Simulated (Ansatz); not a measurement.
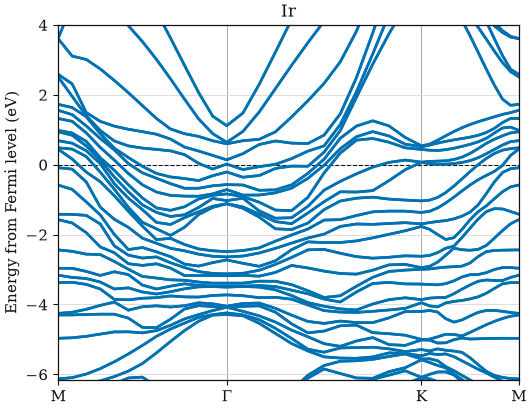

Band structure. Energies are counted from the Fermi level.

This input was run:

```
crystal:
  lattice:
    - [2.736967341, 0.0, 0.0]
    - [-1.3684836705, 2.3702832466, 0.0]
    - [0.0, 0.0, 23.9388979041]
  atoms:
    - { symbol: Ir, position: [0.6666666667, 0.3333333333, 0.3155646408] }
    - { symbol: Ir, position: [0.3333333333, 0.6666666667, 0.4068904388] }
    - { symbol: Ir, position: [0.0, 0.0, 0.4999999999] }
    - { symbol: Ir, position: [0.6666666667, 0.3333333333, 0.5931095613] }
    - { symbol: Ir, position: [0.3333333333, 0.6666666667, 0.6844353592] }
basis:
  ecutwfc: 420
kpoints:
  mp_grid: { grid: [15, 15, 1] }
  band_path:
    path:
      - [0.5, 0, 0]
      - [0, 0, 0]
      - [0.3333333333333, 0.3333333333333, 0]
      - [0.5, 0, 0]
    npoints: 12
hamiltonian:
  xc: pbe
scf:
  occupations: { method: gaussian, width: 0.1 }
  n_extra_bands: 32
output:
  forces: true
  eigenvalues: true
  populations: true
  fatbands: true
  write_density: true
  write_potential: true
  elf: true
  volumetric_format: npy
magnetization:
  noncollinear: true
  spin_orbit: true
efield:
  axis: 3
  dipole_correction: true
  ramp_width: 0.04
```

Command:
```bash
ansatz run input.yaml --threads 2 --pin off --max-ram 5632MiB --backend cpu --events-out ev --progress --plain --runs-dir out
```

Is there a gap at the Fermi level?

Answer. A metal: 18 spinor bands cross the Fermi level along this path (the two partners of a degenerate pair count as two).

On which lines of the path do bands cross the Fermi level?

Answer. Bands cross the Fermi level on every line of the path.
